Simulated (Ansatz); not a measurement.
System: a (001) slab cut from TaN (P-62m), of composition Ta7N9 (not the bulk's), ended by TaN₃ planes, 16 atoms in the cell. Starting structure of the relaxation:

```cif
data_structure
_symmetry_space_group_name_H-M 'P 1'
_symmetry_Int_Tables_number 1
_cell_length_a 5.1789
_cell_length_b 5.1789
_cell_length_c 22.7920
_cell_angle_alpha 90.000
_cell_angle_beta 90.000
_cell_angle_gamma 120.000
_cell_volume 529.41
loop_
_atom_site_label
_atom_site_type_symbol
_atom_site_fract_x
_atom_site_fract_y
_atom_site_fract_z
_atom_site_occupancy
Ta1 Ta 0.00000 0.00000 0.37294 1
N1 N 0.00000 0.39337 0.37294 1
N2 N 0.39337 0.00000 0.37294 1
N3 N 0.60663 0.60663 0.37294 1
Ta2 Ta 0.33333 0.66667 0.43647 1
Ta3 Ta 0.66667 0.33333 0.43647 1
Ta4 Ta 0.00000 0.00000 0.50000 1
N4 N 0.00000 0.39337 0.50000 1
N5 N 0.39337 0.00000 0.50000 1
N6 N 0.60663 0.60663 0.50000 1
Ta5 Ta 0.33333 0.66667 0.56353 1
Ta6 Ta 0.66667 0.33333 0.56353 1
Ta7 Ta 0.00000 0.00000 0.62706 1
N7 N 0.00000 0.39337 0.62706 1
N8 N 0.39337 0.00000 0.62706 1
N9 N 0.60663 0.60663 0.62706 1
```

Level of theory: DFT PBEsol, scalar-relativistic, plane waves, PAW, no spin polarisation, 6×6×1 k mesh; code Ansatz.

What does the potential across the slab give for the work function?

The work function is 4.74 eV at the right face and 5.18 eV at the left. The vacuum level is 0.44 eV higher at the left than at the right, so the slab carries a dipole along its normal; the ramp in the vacuum, at or near the edge of the plot, is the dipole correction that keeps each side flat. Some atoms were held fixed in the relaxation, which can itself make the faces differ. The outermost atoms are 5.7 Å apart, which leaves 17.1 Å of vacuum in a cell 22.8 Å high.

Spin-orbit coupling is left out, which matters for Ta.

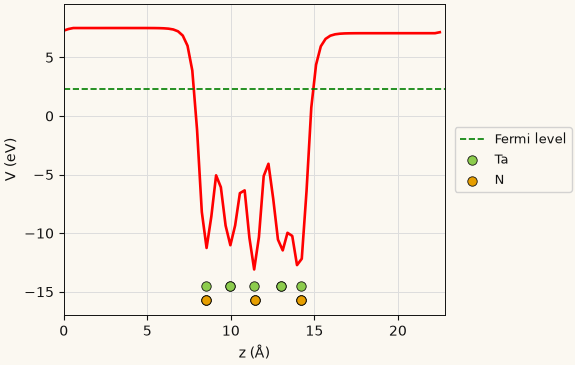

Plane-averaged electrostatic potential energy of an electron across the slab; circles at the bottom mark the heights of the atoms (positions after relaxation).
